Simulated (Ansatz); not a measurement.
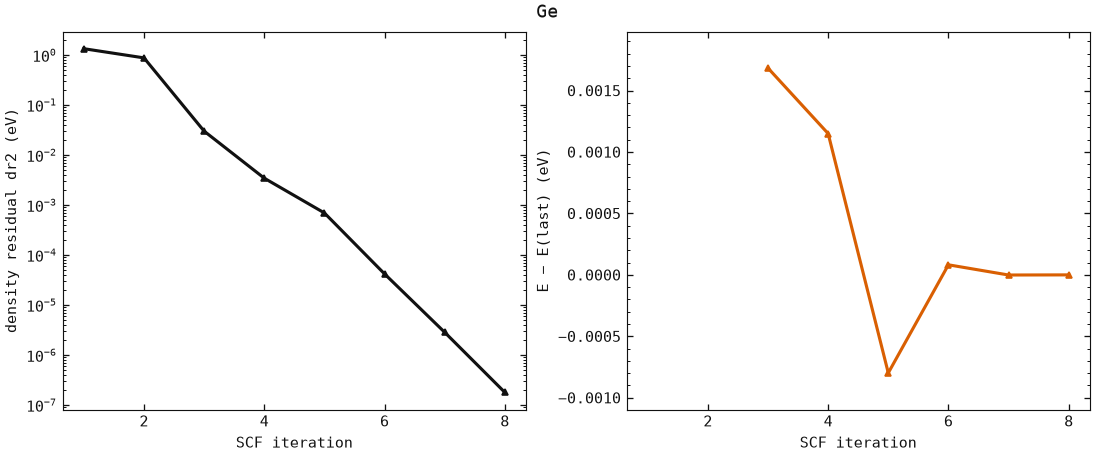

The plot shows the SCF iterations of a calculation: density residual dr2, Harris–Foulkes energy less its last value. The first two energies lie far off the scale and aren't drawn.

Ge (8 atoms in the cell), run with Ansatz.

```
crystal:
  lattice:
    - [-3.5217080442, 3.4176181512, 3.4696630977]
    - [3.5217080442, -3.4176181512, 3.4696630977]
    - [3.5217080442, 3.4176181512, -3.4696630977]
  atoms:
    - { symbol: Ge, position: [0.5, 0.0, 0.7958385091] }
    - { symbol: Ge, position: [0.7958385091, 0.5, 0.0] }
    - { symbol: Ge, position: [0.0, 0.7958385091, 0.5] }
    - { symbol: Ge, position: [0.7041614909, 0.7041614909, 0.7041614909] }
    - { symbol: Ge, position: [0.5, 0.0, 0.2041614909] }
    - { symbol: Ge, position: [0.2041614909, 0.5, 0.0] }
    - { symbol: Ge, position: [0.0, 0.2041614909, 0.5] }
    - { symbol: Ge, position: [0.2958385091, 0.2958385091, 0.2958385091] }
kpoints:
  mp_grid: { grid: [8, 8, 8] }
hamiltonian:
  xc: pbe
  pseudopotentials: { kind: paw_fr }
scf:
  occupations: { method: gaussian, width: 0.15 }
output:
  forces: true
  eigenvalues: true
  stress: true
magnetization:
  noncollinear: true
  spin_orbit: true
```

Run as:
```bash
ansatz run input.yaml --threads 2 --pin off --max-ram 5120MiB --backend cpu --events-out ev --progress --plain --runs-dir out
```

### Did the calculation converge?

It did not finish: the time limit cut it off after 8 iterations. The residual is still falling at the last step (down to 1.8 × 10⁻⁷).
